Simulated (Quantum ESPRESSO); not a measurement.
Relaxation of cell and atoms of BAs

BAs (Pmmm, 2 atoms in the cell), computed with Kohn-Sham DFT of a periodic cell, BLYP with D3M, PseudoDojo 0.4 SR PBE stringent, no spin polarisation (Quantum ESPRESSO 7.5).

The structure was built on a prototype by a generator; it need not be a known phase.

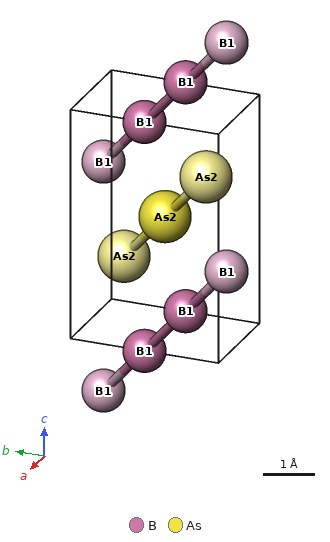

**Figure 1.** The structure (ball-and-stick view of the cell of the calculation, seen at an oblique angle; neighbours outside the cell are drawn fainter; atoms are numbered from 1 in the order of the input). An atom can appear more than once, as a periodic image. Near neighbours in the periodic cell (some may lie outside the picture): B has 2 B at 2.13 Å; As has 2 As at 2.13 Å.

### Key numbers

- outcome: converged
- space group (tolerance 0.01 Å): Pmmm (47)
- electrons treated: 26
- free energy: −8379.0519 eV
- Fermi energy: 10.918 eV
- gap on the k-point mesh: none (metallic)
- pressure: 0.02 GPa
- final volume: 30.36 Å³
- largest force (length of the vector) at the end: under 0.001 eV/Å
- final cell: a = 2.508 Å, b = 2.474 Å, c = 4.891 Å, α = 90.00°, β = 90.00°, γ = 90.00°
- hardware: 1 thread of Intel Xeon (Granite Rapids), 16 GiB of memory available, shared host
- wall time: 3.5 min
- peak memory: 0.11 GiB

### Notes

Settings chosen away from the usual ones: diagonalization set to rmm-paro; diago_david_ndim set to 3. Further notes kept with the run: potentials made for another functional. Points of doubt noted for this run: coarse mesh; potentials made for another functional. The k-point mesh is coarse for a cell of this size, so the results may not be converged.

### Input
```python
import numpy as np
from ase.calculators.espresso import Espresso, EspressoProfile
from ase.io import read

atoms = read('BAs.xyz')

input_data = {
    'control': {'calculation': 'scf', 'prefix': 'pwscf', 'outdir': './tmp', 'tprnfor': True, 'tstress': True, 'disk_io': 'low'},
    'system': {'ecutwfc': 104.0, 'nbnd': 20, 'input_dft': 'blyp', 'occupations': 'smearing', 'smearing': 'fd', 'degauss': 0.00367493, 'vdw_corr': 'grimme-d3', 'dftd3_version': 5},
    'electrons': {'conv_thr': 4e-10, 'electron_maxstep': 120, 'mixing_beta': 0.5, 'diagonalization': 'rmm-paro', 'diago_david_ndim': 3},
}
pseudopotentials = {'B': 'B.upf', 'As': 'As.upf'}
profile = EspressoProfile(command='pw.x', pseudo_dir='pseudo')
dft = Espresso(profile=profile, input_data=input_data, pseudopotentials=pseudopotentials, kpts=(7, 4, 3), koffset=(0, 0, 0))
atoms.calc = dft

from ase.optimize import LBFGS
from ase.filters import FrechetCellFilter
done = LBFGS(FrechetCellFilter(atoms), trajectory='opt.traj').run(fmax=0.02, steps=30)
print('converged', done)
print('cell (A)', np.round(atoms.cell.cellpar(), 5))
print(f'energy {atoms.get_potential_energy():.8f} eV')
print('forces (eV/A)')
print(np.round(atoms.get_forces(), 6))
print('stress (eV/A^3, Voigt)')
print(np.round(atoms.get_stress(), 8))
print(f'Fermi level {dft.get_fermi_level():.4f} eV')
```

### File BAs.xyz
```
2
Lattice="2.1275493300 0.0000000000 0.0000000000 0.0000000000 3.1740629400 0.0000000000 0.0000000000 0.0000000000 4.9509801800" Properties=species:S:1:pos:R:3 pbc="T T T"
B      0.0000000000      1.5870314700      0.0000000000
As     1.0637746650      1.5870314700      2.4754900900
```

Command:
```bash
OMP_NUM_THREADS=1 python run.py
```

### Log
```
Step          Energy          fmax
LBFGS:    0    -8377.967961        2.273721
LBFGS:    1    -8378.050148        1.824511
LBFGS:    2    -8378.520197        1.925174
LBFGS:    3    -8378.658851        1.516543
LBFGS:    4    -8378.707967        1.493002
LBFGS:    5    -8378.965052        1.109329
LBFGS:    6    -8378.958152        1.419988
LBFGS:    7    -8379.043020        0.421519
LBFGS:    8    -8379.045717        0.247816
LBFGS:    9    -8379.043972        0.467895
LBFGS:   10    -8379.050968        0.085824
LBFGS:   11    -8379.051013        0.024057
LBFGS:   12    -8379.051161        0.004000
converged True
cell (A) [ 2.50845  2.4742   4.89132 90.      90.      90.     ]
energy -8379.05116130 eV
forces (eV/A)
[[0. 0. 0.]
 [0. 0. 0.]]
stress (eV/A^3, Voigt)
[-1.2854e-04 -6.3350e-05 -2.6351e-04 -0.0000e+00 -0.0000e+00 -0.0000e+00]
Fermi level 10.9182 eV
```

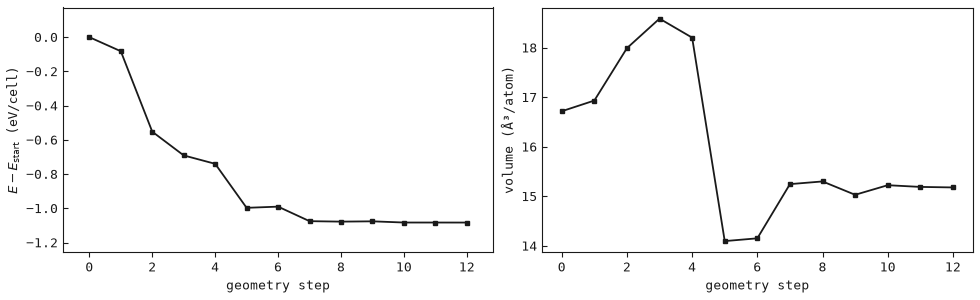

**Figure 2.** Progress of the relaxation, step by step (steps are counted from 0).

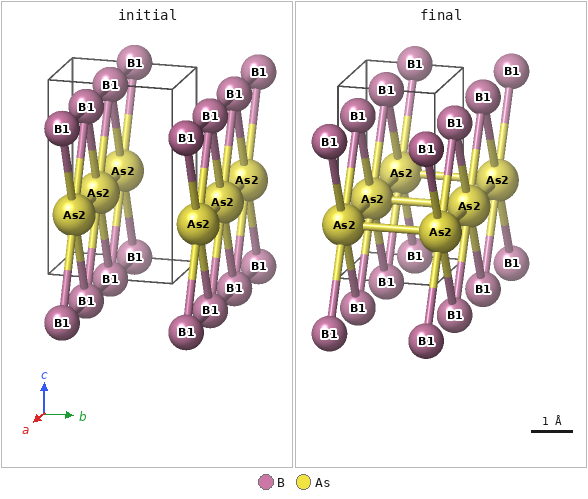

**Figure 3.** Before (left) and after (right) the relaxation, at one scale (ball-and-stick view of the cell of the calculation, repeated 3 × 2 × 1, seen slightly off an axis). Over 12 geometry steps the energy falls by 1.083 eV per cell of the calculation. All forces vanish by symmetry, so only the cell relaxes. No atom moves by more than 0.005 Å relative to the cell. The volume changes by −9.2 %, with a 2.128 → 2.508 Å (+17.9 %), b 3.174 → 2.474 Å (−22.0 %), c 4.951 → 4.891 Å (−1.2 %). Distances before and after: As2–As2 3.174 → 2.474 Å, B1–B1 2.128 → 2.508 Å, B1–As2 2.694 → 2.749 Å. New bonds form: As2–As2 (3.17 → 2.47 Å). Among the angles that change: As2–B1–As2 46.5° → 54.3°, B1–As2–B1 46.5° → 54.3°, As2–B1–As2 133.5° → 125.7°. The space group stays Pmmm (No. 47). (Atoms are counted from 1 in the order of the input.)
